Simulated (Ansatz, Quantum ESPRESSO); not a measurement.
# Evanescent states of LiH, rock salt type, lattice constant set to 4.0 Å, part 3 of 3

Aim: how fast states decay in the gap of LiH, rock salt type, lattice constant set to 4.0 Å.

Quantum ESPRESSO 7.5; plane-wave DFT, PBE, PseudoDojo norm-conserving pseudopotentials; cross-check by Ansatz 0.2.0 with PAW datasets.

So far. Step 2 (SCF with pw.x): The run needed 6 iterations to bring the estimated error under 1e-09 Ry.

## 5. Complex bands with pwcond.x, with nenergy = 0

Level of this step: complex band structure by pwcond; plane-wave DFT, PBE, PseudoDojo norm-conserving pseudopotentials (Quantum ESPRESSO).

Another try, with an input changed as a hurried user might.

The input, cbs.bad.in:

```
&inputcond
  outdir = './out'
  prefixl = 'scf'
  band_file = 'cbs.bad'
  ikind = 0
  ewind = 4.0
  epsproj = 1e-05
  nz1 = 7
  energy0 = 6.9
  denergy = -0.23
/
4
  0.00000000 0.00000000 1.00000000
  0.50000000 0.00000000 1.00000000
  0.50000000 0.50000000 1.00000000
  0.25000000 0.00000000 1.00000000
0
```

Launch:

```
$ OMP_NUM_THREADS=1 mpirun -n 2 pwcond.x -in cbs.bad.in > cbs.bad.out
```

Numbers of over 12 decimals in the logs are rounded to 6 here.

The log of the run:

```text
[banner, memory and clock lines left out]
Program PWCOND v.7.5 starts
[citation notice left out]

[...]
./out/scf.save/

     IMPORTANT: XC functional enforced from input :
     Exchange-correlation= PBE
                           (   1   4   3   4   0   0   0)
     Any further DFT definition will be discarded
     Please, verify this is what you really want

     Reading collected, re-writing distributed wavefunctions

===== INPUT FILE containing the left lead =====

     GEOMETRY:

     lattice parameter (alat)  =       5.3450  a.u.
     the volume                =     215.9467 (a.u.)^3
     the cross section         =      28.5685 (a.u.)^2
     l of the unit cell        =       1.4142 (alat)
     number of atoms/cell      =            4
     number of atomic types    =            2

     crystal axes: (cart. coord. in units of alat)
               a(1) = (  1.0000  0.0000  0.0000 )
               a(2) = (  0.0000  1.0000  0.0000 )
               a(3) = (  0.0000  0.0000  1.4142 )

   Cartesian axes

     site n.     atom                  positions (alat units)
          1        Li     tau(  1)=(  0.0000  0.0000  1.4142  )
          2        H      tau(  2)=(  0.5000  0.5000  1.4142  )
          3        Li     tau(  3)=(  0.5000  0.5000  0.7071  )
          4        H      tau(  4)=(  0.0000  0.0000  0.7071  )

     nr1s                      =           27
     nr2s                      =           27
     nr3s                      =           40
     nr1sx                     =           27
     nr2sx                     =           27
     nr3sx                     =           40
     nr1                       =           27
     nr2                       =           27
     nr3                       =           40
     nr1x                      =           27
     nr2x                      =           27
     nr3x                      =           40

 _______________________________
  Radii of nonlocal spheres:

     type       ibeta     ang. mom.          radius (alat units)
       Li         1         0                    0.2582
       Li         2         0                    0.2619
       Li         3         1                    0.2077
       Li         4         1                    0.2077
       H          1         0                    0.1871
       H          2         0                    0.1871
       H          3         1                    0.1347
----- General information -----

----- Complex band structure calculation -----

     nrx                       =           27
     nry                       =           27
     nz1                       =            7

     energy0               =         6.9E+00
     denergy               =        -2.3E-01
     nenergy               =          0
     ecut2d                =         6.6E+01
     ewind                 =         4.0E+00
     epsproj               =         1.0E-05

     number of k_|| points=    4
                       cryst. coord.
        k(    1) = (   0.0000000   0.0000000), wk =   0.2500000
        k(    2) = (   0.5000000   0.0000000), wk =   0.2500000
        k(    3) = (   0.5000000   0.5000000), wk =   0.2500000
        k(    4) = (   0.2500000   0.0000000), wk =   0.2500000
----- Information about left lead -----

     nocros                   =           13
     noins                    =           13
     norb                     =           39
     norbf                    =           39
     nrz                      =           40

      iorb      type   ibeta   ang. mom.   m       position (alat)
        1        1       1        0        1   taunew(   1)=(  0.0000  0.0000  0.0000)
        2        1       2        0        1   taunew(   2)=(  0.0000  0.0000  0.0000)
[...]
39        2       3        1        3   taunew(  39)=(  0.5000  0.5000  1.4142)
    k slab    z(k)  z(k+1)     crossing(iorb=1,norb)
    1   0.0000 0.0354 0.0354   111111111111100000000000000000000000000
    2   0.0354 0.0707 0.0354   111111111111100000000000000000000000000
[...]
40   1.3789 1.4142 0.0354   000000000000000000000000001111111111111
 ngper, shell number =          145          23
 ngper, n2d =          145          39
 ngper, shell number =          150          34
 ngper, n2d =          150          44
 ngper, shell number =          148          18
 ngper, n2d =          148          50
 ngper, shell number =          148          60
 ngper, n2d =          148          42

[...]
```

Elapsed: 1 s, on 2 MPI ranks of Arm Neoverse V1, shared host; peak memory 0.09 GiB.

The run finished, but its numbers are not taken as the system's. The fault: no energies.

## 6. Cross-check with Ansatz

A second code with its own PAW datasets, on the same atoms.

Level of this step: plane-wave DFT, PBE, Ansatz PAW (Ansatz 0.2.0).

The input, input.yaml:

```yaml
crystal:
  lattice:
    - [2.8284271247, 0.0, 0.0]
    - [0.0, 2.8284271247, 0.0]
    - [0.0, 0.0, 4.0]
  atoms:
    - { symbol: Li, position: [0.0, 0.0, 0.0] }
    - { symbol: H, position: [0.5, 0.5, 0.0] }
    - { symbol: Li, position: [0.5, 0.5, 0.5] }
    - { symbol: H, position: [0.0, 0.0, 0.5] }
kpoints:
  mp_grid: { grid: [8, 8, 6] }
hamiltonian:
  xc: pbe
scf:
  occupations: { method: fixed }
  convergence: { dr2_threshold: 1.0e-09 }
output:
  transmission:
    leads: [[0, 0]]
    kpoints: [[0, 0], [0.5, 0], [0.5, 0.5], [0.25, 0]]
    e_range: [-2.07, 6.9]
    de: 0.23
```

Launch:

```
$ ansatz run input.yaml --threads 2 --pin off --max-ram 4096MiB --backend cpu --events-out ev --progress --plain --runs-dir out
```

The log of the run:

```text
Engine: ansatz 0.2.0, aarch64-unknown-linux-gnu
Pseudopotentials: kind: paw
Pseudopotential: Li, paw, valence charge 3, recommended cutoff 420 eV (normal), Li.paw.azcp
Pseudopotential: H, paw, valence charge 1, recommended cutoff 420 eV (normal), H.paw.azcp
Functional definition: PBE
  parameter kappa = 0.804
  parameter beta = 0.066725
  exchange = pbe_x(kappa = kappa, mu = beta*pi^2/3)
  correlation = pbe_c(beta = beta)
Crystal: 4 atoms, lattice volume = 32.000 Å³
Basis set: ecut = 420 eV, 633 PW (Γ)
Bands: 8, of which v1, the nominal top of the filled ones, is band 4 counted from 1 (3 counted from 0)
Symmetry: 32 space group operations
Space group: Fm-3m (ITA 225), of the structure as read, at distance tolerance 3.2e-5 Å
k-points: 60 of 384
Non-local potential: Li, projectors of the file, l = 0: 3, l = 1: 2, l = 2: 1
Non-local potential: H, projectors of the file, l = 0: 2, l = 1: 1
PAW form: soft (Blöchl's): semilocal exchange-correlation on the pseudo side does not see the compensation charge
PAW one-centre angular grid: Li, 110 points (default); XC on 64 Gauss nodes
PAW one-centre angular grid: H, 110 points (default); XC on 64 Gauss nodes
Initial density: superposition of atomic densities (neutral atoms: chi_scale 0, normalization atom), corrected by the library's trained network
Initial wavefunctions: pseudopotential atomic-orbital guess
Functional: x = pbe(κ = 0.804, μ = 0.219515), c = pbe(β = 0.066725)
SCF iter   1: F=—  HF=-442.782872 eV  |F-HF|=—  |Δ(HF+E_count)|=         —  Δρ=9.28e-4  dr2=1.25e-4  ethr=1.77e-3  ⟨swp⟩=3.3  Hψ=2684  notcnv=0  defer=110
preconditioner: auto → none  [insulator: Δε(μ)=2.967 eV  Ē_g=10.621 eV  n_scr=2 (ndim 8)  ℏωp=13.1 eV  f_vac=0.000  ε∞_Penn≈2.5]
SCF iter   2: F=—  HF=-442.782918 eV  |F-HF|=—  |Δ(HF+E_count)|=   4.60e-5  Δρ=4.04e-4  dr2=2.16e-5  ethr=1.57e-6  ⟨swp⟩=2.0  Hψ=1085  notcnv=0  defer=115
SCF iter   3: F=—  HF=-442.782967 eV  |F-HF|=—  |Δ(HF+E_count)|=   4.88e-5  Δρ=5.79e-5  dr2=6.61e-7  ethr=2.70e-7  ⟨swp⟩=2.0  Hψ=725  notcnv=0  defer=112
SCF iter   4: F=—  HF=-442.782967 eV  |F-HF|=—  |Δ(HF+E_count)|=   2.29e-7  Δρ=2.74e-6  dr2=1.01e-9  ethr=8.27e-9  ⟨swp⟩=2.0  Hψ=600  notcnv=0
iter 5 did not close the SCF: its close was put off for the readings that it lacked (scf_convergence_deferred on its scf_iter line)
SCF iter   5: F=-442.782967 eV  HF=-442.782967 eV  |F-HF|=6.59e-12  |Δ(HF+E_count)|=   2.99e-9  Δρ=2.32e-7  dr2=1.30e-11  ethr=1.26e-11  ⟨swp⟩=2.2  Hψ=624  notcnv=0
SCF iter   6: F=-442.782967 eV  HF=-442.782967 eV  |F-HF|=5.68e-14  |Δ(HF+E_count)|=  8.70e-12  Δρ=1.11e-8  dr2=1.24e-14  ethr=1.00e-12  ⟨swp⟩=2.0  Hψ=1973  notcnv=0
SCF 1 converged in 6 iterations: F = -442.782967 eV  dr2 = 1.24e-14
  greatest PAW one-centre occupation: 1.000 electrons in one spin orbital (limit 2), on the Li atom at site 2 (counted from 0), in its partial waves of l = 0
transmission: 5 of 20 steps passed
transmission: 10 of 20 steps passed
transmission: 15 of 20 steps passed
transmission: 20 of 20 steps passed
SCF converged after 6 iterations
Free energy (F): -442.782967 eV
Harris-Foulkes:  -442.782967 eV  (|F-HF|=5.68e-14)
Internal energy: -442.782967 eV  (E = F + TS)
E sigma→0 (E₀):  -442.782967 eV
Fermi energy:    0.770830 eV
--- Per-component energies (eV) ---
  E_band       = -180.121376
  E_kinetic    = 72.090154
  E_local      = -248.732697  (includes V_loc(G=0)·N_el)
  E_nonlocal   = -63.447428
  E_hartree    = 69.499605
  E_xc         = -40.495661
  E_vxc        = -52.282366  (∫ρ·V_xc dr)
  E_paw        = -43.105913  (= ΣΔE_a)
  E_vpaw       = -26.745846  (= ΣTr[D̂ρ^β])
  E_aug_tail   = -0.002405  (compensation charges beyond the density's cutoff)
  E_ewald      = -188.588622
  E_smearing   = -0.000000  (= −TS)
  E_closure    = 0.000000  (closes the sum)
  Σ components = -442.782967   (vs F -442.782967, Δ=0.00e0)
--- Band table (eV; the first three rows and the last of 60) ---
  k-point 0: bands = ["-43.4929", "-43.4310", "-4.6944", "0.7708", "3.7510", "11.6167", "11.6167", "14.7908"]
  k-point 1: bands = ["-43.4886", "-43.4351", "-4.5284", "-0.3648", "5.3266", "11.8667", "11.8667", "15.0507"]
  k-point 2: bands = ["-43.4771", "-43.4462", "-4.0227", "-1.9181", "8.1442", "12.6135", "12.6135", "14.0286"]
  k-point 59: bands = ["-43.4307", "-43.4307", "0.5389", "0.5389", "6.0475", "6.0475", "6.0475", "6.0475"]
--- Transmission ---
  basis      : 69 plane waves across, 5 finite elements along
  points     : 4, as listed
  energies   : 40 from -2.070000 to 6.900000 eV about the Fermi level, 0.230000 eV apart; the leads are filled to 1.490067 eV, and channels, transmission and decay are at 1.380000 eV
  crystal 0  : Li2H2, at the sites [0, 0], period 4.0000 Å: whole cells are its period
    offset         : up to 0.0000 Å between an atom of the period and one for which it stands
    channels       : 0.000000e0 a spin
    conductance    : none, the energies end too early or step too widely for 300 K: set another output.transmission.e_range or a lower de, or, where they end at an eighth of basis.ecutwfc, a higher one
    slowest decay  : 0.1604 /Å at (0.0000, 0.0000)
```

Elapsed: 2.8 s, on 2 threads; peak memory 0.27 GiB; 5.3 s of CPU time.

Numbers from this step:

| Item | Value |
| --- | --- |
| free energy | -442.7830 eV |
| gap by band count | 2.980 eV |
| symmetry operations | 32 |
| slowest decay at the grid energy nearest mid-gap | 0.1604 Å⁻¹ |
| peak of the smallest κ at the zone centre | 0.1604 Å⁻¹ |
| peak of the smallest κ at (1/2, 1/2) | 0.6984 Å⁻¹ |
| peak of the smallest κ at (1/4, 0) | 0.2973 Å⁻¹ |
| valence top, on the run's zero | 0.7708 eV |

K across = (0, 0) in the cell's reciprocal vectors; values within 0.0025 1/Å of each other count once, columns are sorted by size at each energy, a dash where no further value was kept. Im kz of the slowest decaying states against energy, zero at the highest filled level of the SCF mesh:

```tsv
energy (eV)	decay 1 (Å⁻¹)	decay 2 (Å⁻¹)
-0.92	-	-
0.00	0.00763	-
0.92	0.151	-
2.07	0.144	-
2.99	1.45	-
3.91	1.37	-
5.06	1.25	-
5.98	1.15	1.45
```

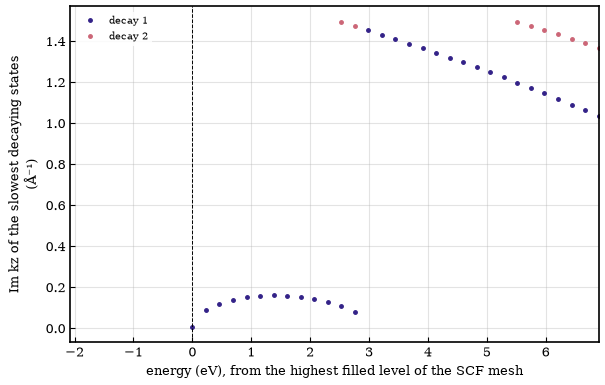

Im kz of the slowest decaying states against energy.

K across = (0, 0) in the cell's reciprocal vectors. Re kz of states that move upwards, channel 1 against energy, zero at the highest filled level of the SCF mesh:

```tsv
energy (eV)	Re kz of states that move upwards, channel 1 (Å⁻¹)
-2.07	-0.415
-0.92	-0.227
0.00	-
0.92	-
2.07	-
2.99	0.0181
3.91	0.190
5.06	0.313
5.98	0.400
```

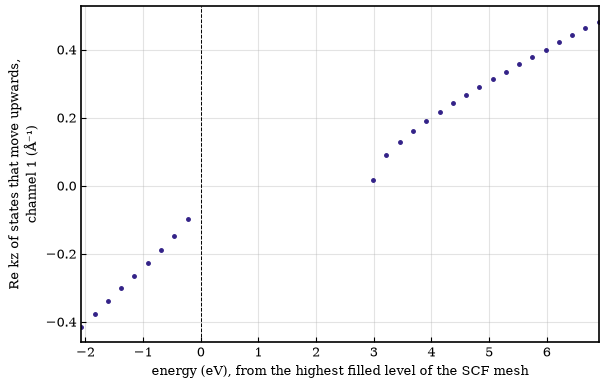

Re kz of states that move upwards, channel 1 against energy.

K across = (1/2, 0) in the cell's reciprocal vectors; values within 0.0025 1/Å of each other count once, columns are sorted by size at each energy, a dash where no further value was kept. The Im kz of the slowest decaying states by energy, zero at the highest filled level of the SCF mesh:

```tsv
energy (eV)	decay 1 (Å⁻¹)	decay 2 (Å⁻¹)
-2.07	0.897	1.43
-1.38	0.976	1.45
-0.69	0.970	1.47
0.00	0.933	1.47
0.69	0.880	1.48
1.38	0.814	1.47
2.07	0.736	1.46
2.76	0.646	1.45
3.45	0.536	1.43
4.14	0.392	1.41
4.83	0.133	1.39
5.52	1.36	-
6.21	1.33	-
6.90	1.30	-
```

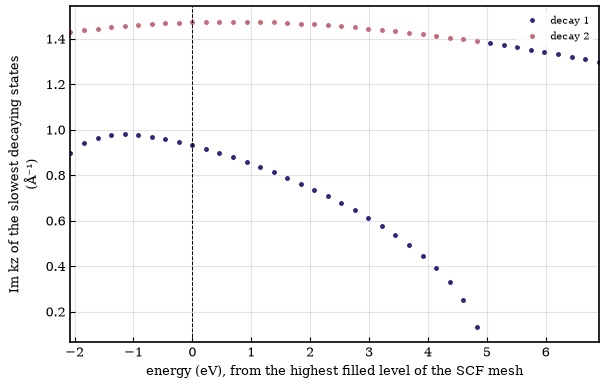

Im kz of the slowest decaying states against energy.

K across = (1/2, 1/2) in the cell's reciprocal vectors; values within 0.0025 1/Å of each other count once, columns are sorted by size at each energy, a dash where no further value was kept. Table of Im kz of the slowest decaying states by energy, zero at the highest filled level of the SCF mesh:

```tsv
energy (eV)	decay 1 (Å⁻¹)	decay 2 (Å⁻¹)
-2.07	0.974	1.16
-0.92	0.696	1.02
0.00	0.0347	0.891
0.92	0.667	0.741
2.07	0.493	0.790
2.99	0.824	-
3.91	0.831	-
5.06	0.816	-
5.98	0.787	-
```

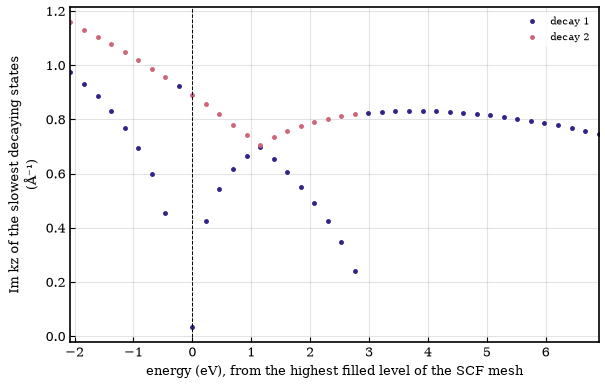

Im kz of the slowest decaying states against energy.

K across = (1/4, 0) in the cell's reciprocal vectors; values within 0.0025 1/Å of each other count once, columns are sorted by size at each energy, a dash where no further value was kept. The Im kz of the slowest decaying states by energy, zero at the highest filled level of the SCF mesh:

```tsv
energy (eV)	decay 1 (Å⁻¹)	decay 2 (Å⁻¹)	decay 3 (Å⁻¹)
-2.07	-	-	-
-0.92	1.46	-	-
0.00	0.196	1.36	-
0.92	0.280	1.26	-
2.07	0.295	1.12	-
2.99	0.255	0.995	-
3.91	0.128	0.853	1.48
5.06	0.653	1.37	-
5.98	0.481	1.28	1.48
```

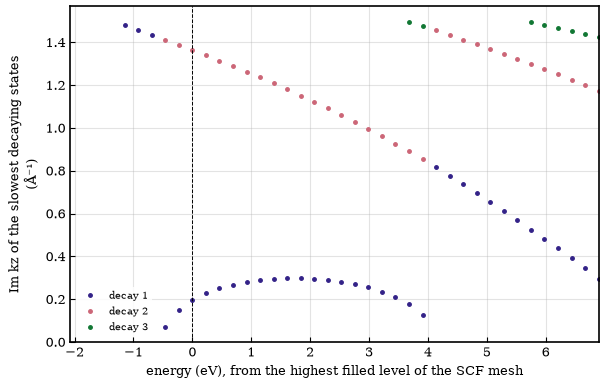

Im kz of the slowest decaying states, plotted against energy.

## 7. A check by hand

T falls as exp(−2κd). With κ = 0.160 1/Å, 10 Å of barrier pass exp(−2 × 0.160 × 10) = 0.041 of that channel, interfaces aside.

## 8. Results

```json
{
 "gap on the SCF mesh": "2.98 eV",
 "smallest κ at mid-gap among the four k points, at the zone centre": "0.160 Å⁻¹",
 "peak of the smallest κ in the stop band at the zone centre": "0.161 Å⁻¹",
 "peak of the smallest κ in the stop band at (1/2, 1/2)": "0.699 Å⁻¹",
 "peak of the smallest κ in the stop band at (1/4, 0)": "0.297 Å⁻¹",
 "energy of the peak at the zone centre, over the highest filled level": "1.38 eV",
 "peak at the zone centre by Ansatz": "0.160 Å⁻¹"
}
```

With a gap of 2.98 eV on the mesh, the smallest κ at mid-gap among the four k points, at the zone centre is 0.160 Å⁻¹ (PBE, PseudoDojo norm-conserving). For a barrier with the Fermi level at mid-gap the slowest state found, at the zone centre, loses a factor of ten in probability every 7.2 Å or so. Stop bands away from the zone centre are mostly wider than the gap, so their peaks can lie above the conduction bottom. At the zone centre pwcond's peak is 0.161 and Ansatz's 0.160 1/Å, 0 % apart. The cell is the a/√2 one, turned by 45°, with two primitive cells, so X along [001] folds onto kz = 0. A semilocal gap is too small, often by a third to a half and by more in narrow-gap crystals, so real barriers decay faster.

[Logs are printed without paths, hosts, clocks, repeated set-up lines and the standing remarks that a program may print on its own settings, such as how far it seeks lower states.]

[Hosts, paths, dates, database ids (printed as entryN), source tags and the programs' standing remarks are cut or masked in the printed files.]

[Maps of the electrostatic potential energy from Ansatz leave out the sawtooth potential of an applied field or a dipole correction, so their vacuum need not be flat; planar profiles and work functions include it.]
